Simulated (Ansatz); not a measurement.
## WSe: single-point calculation

- system: WSe (4 atoms in the cell)
- method: DFT PBE+U, scalar-relativistic, plane waves, PAW, Ueff = 6.2 eV on W d, spin-polarised (Ansatz 0.2.0)

The structure was built on a prototype by a generator; it need not be a known phase. It belongs to a series of runs on one base structure; here: volume dafm1: 0.92 V/V0. Figures and captions count atoms from 1; the log counts them from 0 in places.

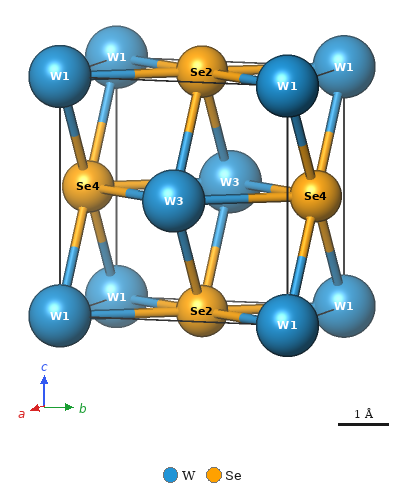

**Figure 1.** The structure as given in the input (ball-and-stick view of the reduced cell, seen slightly off an axis; atoms are numbered from 1 in the order of the input). An atom can appear more than once, as a periodic image.

## Results in brief

| quantity | value |
| --- | --- |
| outcome | converged |
| space group (tolerance 0.01 Å) | Pm-3m (221) |
| electrons treated | 60 |
| free energy | −31694.8864 eV |
| Fermi energy | 14.386 eV |
| gap on the k-point mesh | none (metallic) |
| net moment of the cell | 0.00 μB |
| integrated absolute moment | 8.64 μB |
| pressure | 2.81 GPa |
| largest force (length of the vector) | under 0.001 eV/Å |
| hardware | 1 thread of Intel Xeon @ 2.50GHz (Skylake/Cascade Lake), 192 GiB of memory available, shared host |
| wall time | 61 s |
| peak memory | 0.99 GiB |

## Remarks

The electronic state found may not be the lowest one. The program warns: another magnetic order may lie lower. Spin–orbit coupling is left out, which matters for W.

## Input file
```yaml
crystal:
  lattice:
    - [3.4513982277, 0.0, 0.0]
    - [0.0, 3.4513982277, 3.4513982277]
    - [0.0, 0.0, 6.9027964554]
  atoms:
    - { symbol: W, position: [0.0, 0.0, 0.0], spin: 1.0 }
    - { symbol: Se, position: [0.5, 0.5, 0.0] }
    - { symbol: W, position: [0.0, 0.0, 0.5], spin: -1.0 }
    - { symbol: Se, position: [0.5, 0.5, 0.5] }
basis:
  ecutwfc: 420
kpoints:
  mp_grid: { grid: [12, 12, 6] }
hamiltonian:
  xc: pbe
  hubbard: { sites: [{ species: W, l: d, u_eff: 6.2 }] }
scf:
  occupations: { method: gaussian, width: 0.1 }
output:
  forces: true
  stress: true
  eigenvalues: true
  populations: true
magnetization:
  spin_polarized: true
```

Run as:
```bash
ansatz run input.yaml --threads 1 --pin off --max-ram 2560MiB --backend cpu --events-out ev --progress --plain --runs-dir out
```

## The program's output
```
W: projections on atomic orbitals take those of the free atom [Kr 4d10 4f14] 5s2 5p6 5d4 6s2, of charge +0.00 (hamiltonian.pseudopotentials.projection_atoms); the dataset's partial waves leave at most 6.5e-5 of an orbital's norm unspanned inside its sphere
Se: projections on atomic orbitals take those of the free atom [Ar] 3d10 4s2 4p4, of charge +0.00 (hamiltonian.pseudopotentials.projection_atoms); the dataset's partial waves leave at most 2.3e-6 of an orbital's norm unspanned inside its sphere
Engine: ansatz 0.2.0, x86_64-unknown-linux-gnu
Pseudopotentials: kind: paw
Pseudopotential: W, paw, valence charge 14, recommended cutoff 420 eV (normal), W.paw.azcp
Pseudopotential: Se, paw, valence charge 16, recommended cutoff 420 eV (normal), Se.paw.azcp
Functional definition: PBE
  parameter kappa = 0.804
  parameter beta = 0.06672455060314922
  exchange = pbe_x(kappa = kappa, mu = beta*pi^2/3)
  correlation = pbe_c(beta = beta)
Crystal: 4 atoms, lattice volume = 82.227 Å³
Basis set: ecut = 420 eV, 1583 PW (Γ), exchange–correlation on 48×72×96 points (8 copies of the dense FFT grid, shifted against one another)
Bands: 38, of which v1, the nominal top of the filled ones, is band 30 counted from 1 (29 counted from 0)
Symmetry: 16 space group operations
Space group: P4/mmm (ITA 123), of the structure as read, at distance tolerance 4.3e-5 Å
Magnetic group: BNS 123.349 (UNI 1009), of the structure as read, at distance tolerance 4.3e-5 Å
k-points: 112 of 864
Non-local potential: W, projectors of the file, l = 0: 3, l = 1: 2, l = 2: 2, l = 3: 1
Non-local potential: Se, projectors of the file, l = 0: 2, l = 1: 2, l = 2: 3, l = 3: 1
PAW form: soft (Blöchl's): semilocal exchange-correlation on the pseudo side does not see the compensation charge
PAW one-centre angular grid: W, 590 points (default); XC on 64 Gauss nodes
PAW one-centre angular grid: Se, 590 points (default); XC on 64 Gauss nodes
Initial density: superposition of atomic densities (chi_scale 0.1, normalization cell)
Starting moments: Σ|m| = 2 μB on 2 of 4 sites
Starting magnetic order: antiferromagnet; a translation exchanges its spin sublattices: spin-degenerate at every k-point
Initial wavefunctions: pseudopotential atomic-orbital guess
Functional: x = pbe(κ = 0.804, μ = 0.2195149727645171), c = pbe(β = 0.06672455060314922)
iter 1 solved again at ethr=1.87e-3 eV; its pass at ethr=3.10e-3 eV (dr2=1.12e0 eV) is discarded
SCF iter   1: F=—  HF=-31688.912506 eV  |F-HF|=—  |Δ(HF+E_count)|=         —  Δρ=2.89e-2 (↑2.89e-2 ↓2.89e-2)  dr2=1.12e0  dr2_m=4.69e-1  M=0.000 μB ∫|m|=4.208 μB  β_m=1.00  ethr=1.87e-3  ⟨swp⟩=1.0  Hψ=20591  notcnv=0
preconditioner: auto → Kerker (q_TF=auto, 2.589 Å⁻¹)  [metal: Δε(μ)=0.025 eV  Ē_g=7.207 eV  σ=0.100 eV  W_gap=0.14  n_scr=30 (ndim 8)  ℏωp=20.1 eV  f_vac=0.000  D(μ)=2.71/eV (n_scr^D=18)]
spin=Collinear: Kerker preconditioning applied to the charge; magnetization (m = ρ↑ − ρ↓) channel mixes plain (no charge-response kernel on spin).
SCF iter   2: F=—  HF=-31690.530605 eV  |F-HF|=—  |Δ(HF+E_count)|=    1.62e0  Δρ=1.85e-2 (↑1.85e-2 ↓1.85e-2)  dr2=2.14e-1  dr2_m=2.17e-1  M=0.000 μB ∫|m|=5.803 μB  β_m=1.00  ethr=1.87e-3  ⟨swp⟩=2.0  Hψ=6920  notcnv=0  defer=3
SCF iter   3: F=—  HF=-31691.819053 eV  |F-HF|=—  |Δ(HF+E_count)|=    1.29e0  Δρ=1.23e-2 (↑1.23e-2 ↓1.23e-2)  dr2=2.73e-2  dr2_m=1.02e-1  M=0.000 μB ∫|m|=6.833 μB  β_m=1.00  ethr=3.56e-4  ⟨swp⟩=2.0  Hψ=7385  notcnv=0  defer=235
SCF iter   4: F=—  HF=-31692.860481 eV  |F-HF|=—  |Δ(HF+E_count)|=    1.04e0  Δρ=8.02e-3 (↑8.02e-3 ↓8.02e-3)  dr2=2.56e-2  dr2_m=4.36e-2  M=0.000 μB ∫|m|=7.504 μB  β_m=1.00  ethr=4.54e-5  ⟨swp⟩=2.2  Hψ=8094  notcnv=0  defer=239
SCF iter   5: F=—  HF=-31693.620232 eV  |F-HF|=—  |Δ(HF+E_count)|=   7.60e-1  Δρ=5.49e-3 (↑5.49e-3 ↓5.49e-3)  dr2=3.04e-2  dr2_m=1.71e-2  M=0.000 μB ∫|m|=7.914 μB  β_m=1.00  ethr=4.27e-5  ⟨swp⟩=2.1  Hψ=9100  notcnv=0  defer=237
SCF iter   6: F=—  HF=-31694.131326 eV  |F-HF|=—  |Δ(HF+E_count)|=   5.11e-1  Δρ=2.52e-3 (↑2.52e-3 ↓2.52e-3)  dr2=1.76e-2  dr2_m=2.36e-3  M=0.000 μB ∫|m|=8.101 μB  β_m=0.30  ethr=4.27e-5  ⟨swp⟩=2.4  Hψ=8214  notcnv=0  defer=237
Mixer restart at iter 6: flushing history
spin-set hold released at iteration 6 (site moments contracting): the magnetisation degrees of freedom join the quasi-Newton model from the next iteration; the mixer history was flushed
SCF iter   7: F=—  HF=-31694.432224 eV  |F-HF|=—  |Δ(HF+E_count)|=   3.01e-1  Δρ=3.01e-3 (↑3.01e-3 ↓3.01e-3)  dr2=2.58e-3  dr2_m=6.15e-3  M=0.000 μB ∫|m|=8.246 μB  β_m=0.65  ethr=2.93e-5  ⟨swp⟩=2.0  Hψ=5161  notcnv=0  defer=233
SCF iter   8: F=—  HF=-31694.887853 eV  |F-HF|=—  |Δ(HF+E_count)|=   4.56e-1  Δρ=2.40e-3 (↑2.40e-3 ↓2.40e-3)  dr2=1.75e-2  dr2_m=1.84e-3  M=0.000 μB ∫|m|=8.626 μB  β_m=0.77  ethr=4.30e-6  ⟨swp⟩=2.4  Hψ=9297  notcnv=0  defer=243
SCF iter   9: F=—  HF=-31694.885582 eV  |F-HF|=—  |Δ(HF+E_count)|=   2.27e-3  Δρ=6.68e-4 (↑6.68e-4 ↓6.68e-4)  dr2=1.11e-3  dr2_m=1.02e-4  M=0.000 μB ∫|m|=8.622 μB  β_m=0.89  ethr=4.30e-6  ⟨swp⟩=2.4  Hψ=7558  notcnv=0  defer=242
SCF iter  10: F=—  HF=-31694.886404 eV  |F-HF|=—  |Δ(HF+E_count)|=   8.21e-4  Δρ=2.07e-4 (↑2.07e-4 ↓2.07e-4)  dr2=1.18e-4  dr2_m=1.00e-5  M=0.000 μB ∫|m|=8.636 μB  β_m=0.88  ethr=1.85e-6  ⟨swp⟩=2.0  Hψ=6628  notcnv=0  defer=243
SCF iter  11: F=—  HF=-31694.886411 eV  |F-HF|=—  |Δ(HF+E_count)|=   7.63e-6  Δρ=7.15e-5 (↑7.15e-5 ↓7.15e-5)  dr2=1.03e-5  dr2_m=9.13e-7  M=0.000 μB ∫|m|=8.637 μB  β_m=0.85  ethr=1.96e-7  ⟨swp⟩=2.0  Hψ=7147  notcnv=0  defer=243
SCF iter  12: F=—  HF=-31694.886413 eV  |F-HF|=—  |Δ(HF+E_count)|=   1.62e-6  Δρ=3.11e-5 (↑3.11e-5 ↓3.11e-5)  dr2=2.55e-6  dr2_m=2.24e-7  M=0.000 μB ∫|m|=8.636 μB  β_m=0.93  ethr=1.71e-8  ⟨swp⟩=2.0  Hψ=7285  notcnv=0  defer=243
SCF iter  13: F=—  HF=-31694.886414 eV  |F-HF|=—  |Δ(HF+E_count)|=   1.28e-6  Δρ=6.92e-6 (↑6.92e-6 ↓6.92e-6)  dr2=2.15e-7  dr2_m=5.95e-9  M=0.000 μB ∫|m|=8.637 μB  β_m=0.96  ethr=4.25e-9  ⟨swp⟩=2.0  Hψ=6609  notcnv=0  defer=243
SCF iter  14: F=-31694.886414 eV  HF=-31694.886414 eV  |F-HF|=1.45e-9  |Δ(HF+E_count)|=   1.11e-9  Δρ=1.48e-6 (↑1.48e-6 ↓1.48e-6)  dr2=8.72e-9  dr2_m=2.11e-10  M=0.000 μB ∫|m|=8.636 μB  ethr=1.67e-10  ⟨swp⟩=9.8  Hψ=16591  notcnv=0
SCF 1 converged in 14 iterations: F = -31694.886414 eV  dr2 = 8.72e-9
  greatest PAW one-centre occupation: 1.000 electrons in one spin orbital (limit 2), on the Se atom at site 3 (counted from 0), in its partial waves of l = 2
```

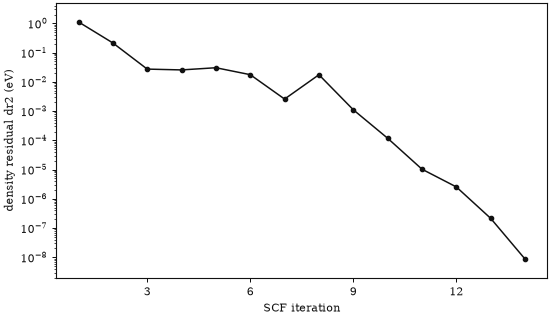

**Figure 2.** Convergence of the self-consistent field: density residual dr2 against the SCF iteration. The residual comes down, with one marked jump up, by a factor of about 7, at step 8.

```
WARN: an SCF from ferromagnetic starting moments (-3.30, 0.00, -3.30, 0.00 Bohr magnetons, atom by atom) was not made, by what the run has read of turns of its moments that order reads lower: the deck asks for what bars it, or types moments that do (magnetization.spin_polarized, in the input reference, names some of the keys), or the run goes by scf.lower_state_search: light, the default, which as a rule tries one only behind a close that has lost an order of both signs, or on which an open d or half-filled 4f shell of a PAW file has lost a moment that was set nearer to Hund's than to what is left; or, under a Hubbard U, one that names an f shell that the input leaves bare beside given moments, or a larger moment for a shell of low spin that is given one. standard, with a start from the atoms, tries one behind each close (in a relaxation, ahead of its steps or at their end). To set out from that order, type those moments (crystal.atoms[].spin; where shells were raised to Hund's moment, beside crystal.symmetry.detect: false) under scf.lower_state_search: light. The bands of the close that named these starting moments, or of the one ahead of a search that led to it (under cold or Methfessel-Paxton smearing those of the Gaussian ahead of it) read a cost of -123.89 meV for the turn to them, carried on from a small turn (-123.89 by the pairs of d shells alone)
SCF converged after 14 iterations
Magnetization: 0.0000 μB (30.0000 up, 30.0000 down)
Absolute magnetization: 8.6446 μB (∫|ρ↑−ρ↓|, with the PAW one-centre terms)
Spin contamination: 4.3367 ħ² per cell (⟨S²⟩ above its minimum at these occupations)
Per-site moments (μB) at R_I (Å): [(3.3044489954504237, 1.2329618993029752), (7.01398387098969e-17, 1.2329618993029754), (-3.3044489954504237, 1.2329618993029752), (1.0307180968284793e-16, 1.2329618993029752)]
Free energy (F): -31694.886414 eV
Harris-Foulkes:  -31694.886414 eV  (|F-HF|=1.45e-9)
Internal energy: -31694.877919 eV  (E = F + TS)
E sigma→0 (E₀):  -31694.882167 eV
Entropy (-TS):   -0.008495 eV (-2.124 meV/atom)
Fermi energy:    14.385975 eV
--- Per-component energies (eV) ---
  E_band       = -979.835342
  E_kinetic    = 1142.479119
  E_local      = -5809.884549  (includes V_loc(G=0)·N_el)
  E_nonlocal   = -1178.708995
  E_hartree    = 2688.814165
  E_xc         = -740.163539
  E_vxc        = -671.307244  (∫ρ·V_xc dr)
  E_hubbard    = 5.086924  (on-site DFT+U / exact-exchange correction)
  E_vhub       = -19.807492  (the Hubbard potential's part of the band-sum identity)
  E_paw        = -20953.023859  (= ΣΔE_a)
  E_vpaw       = 179.764529  (= ΣTr[D̂ρ^β])
  E_aug_tail   = -0.001241  (compensation charges beyond the density's cutoff)
  E_ewald      = -6849.475945
  E_smearing   = -0.008495  (= −TS)
  E_closure    = 0.000000  (closes the sum)
  Σ components = -31694.886414   (vs F -31694.886414, Δ=0.00e0)
--- Forces (eV/Å), atoms counted from 1 ---
  atom   1  W      0.00000000     0.00000000     0.00000000
  atom   2  Se    -0.00000000     0.00000000     0.00000000
  atom   3  W      0.00000000     0.00000000     0.00000000
  atom   4  Se    -0.00000000     0.00000000    -0.00000000
  max |Σ_I F_I| component: 3.57e-31 eV/Å
--- Stress (GPa, compression-positive) ---
        3.694082       0.000000      -0.000000
        0.000000       2.375129      -0.000000
        0.000000      -0.000000       2.375129
  P = ⅓ Tr σ = 2.8148 GPa (28.148 kbar)
--- Band table (eV; the first three rows and the last of 224) ---
  k-point 0 ↑: bands = ["-59.7848", "-58.2613", "-33.9387", "-33.9381", "-33.9310", "-33.9310", "-33.9201", "-33.9167", "-33.8969", "-33.8969", "-33.8936", "-33.8920", "-24.3437", "-24.3437", "-24.3094", "-22.2677", "-22.2677", "-22.2285", "-0.5089", "1.0236", "8.6457", "9.2161", "9.2161", "9.9729", "11.5739", "11.5739", "12.1843", "12.5438", "12.5438", "12.5590", "13.3214", "13.7460", "14.9064", "18.8786", "18.8786", "18.8977", "19.0365", "19.1070"]
  k-point 1 ↑: bands = ["-59.7853", "-58.2608", "-33.9387", "-33.9381", "-33.9311", "-33.9310", "-33.9198", "-33.9169", "-33.8969", "-33.8968", "-33.8935", "-33.8921", "-24.3435", "-24.3425", "-24.3093", "-22.2691", "-22.2688", "-22.2285", "-0.3901", "0.9581", "8.2891", "9.0619", "9.3686", "10.1225", "11.1675", "11.3050", "11.5796", "12.4844", "12.5656", "12.8132", "14.0491", "14.2430", "15.8263", "18.7163", "18.8455", "19.0174", "19.1030", "19.1695"]
  k-point 2 ↑: bands = ["-59.7864", "-58.2597", "-33.9386", "-33.9382", "-33.9313", "-33.9310", "-33.9192", "-33.9175", "-33.8969", "-33.8966", "-33.8932", "-33.8924", "-24.3429", "-24.3401", "-24.3091", "-22.2719", "-22.2712", "-22.2285", "-0.0746", "0.7454", "7.8586", "8.8455", "9.5242", "10.2253", "10.3325", "10.7049", "11.5910", "12.5278", "12.6006", "12.8769", "14.8203", "15.8635", "17.0837", "18.2650", "18.7801", "18.8821", "19.7912", "19.8562"]
  k-point 111 ↓: bands = ["-59.7784", "-58.2636", "-33.9373", "-33.9373", "-33.9323", "-33.9311", "-33.9183", "-33.9183", "-33.8973", "-33.8972", "-33.8916", "-33.8916", "-24.3976", "-24.3365", "-24.3365", "-22.3103", "-22.2600", "-22.2600", "0.9897", "0.9897", "9.1255", "9.2404", "9.2404", "9.2971", "9.6808", "10.7873", "11.2314", "11.4626", "11.4626", "13.5971", "13.8645", "14.3663", "16.7731", "18.0602", "18.0602", "18.1683", "20.3963", "21.1018"]
Occupation matrices written to [file]
--- Löwdin populations: 4 sites ---
  site symbol       q [e]    m [muB]
     0      W     13.4675     4.2549
     1     Se     16.3864     0.0000
     2      W     13.4675    -4.2549
     3     Se     16.3864     0.0000
  spilling = 0.004870 (of n_electrons = 60.000000)
```

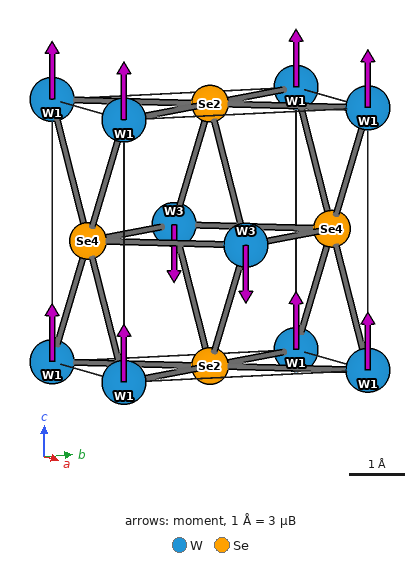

**Figure 3.** Magnetic moments of the sites as pink arrows (ball-and-stick view of the reduced cell, seen slightly off an axis; atoms are numbered from 1 in the order of the input); small moments hardly show. The run is collinear, so the axis drawn is arbitrary. Site moments: W1 (3.30 μB); W3 (−3.30 μB). They are counted near the atoms and needn't add up to the moment of the cell.

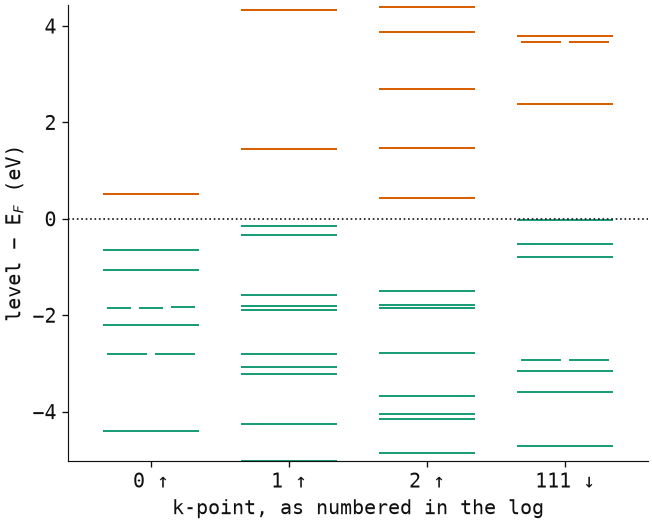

**Figure 4.** Kohn–Sham levels near the Fermi level (dotted) at the few k-points that the log prints; levels within 0.02 eV of each other stand side by side. The system is metallic on the full mesh.
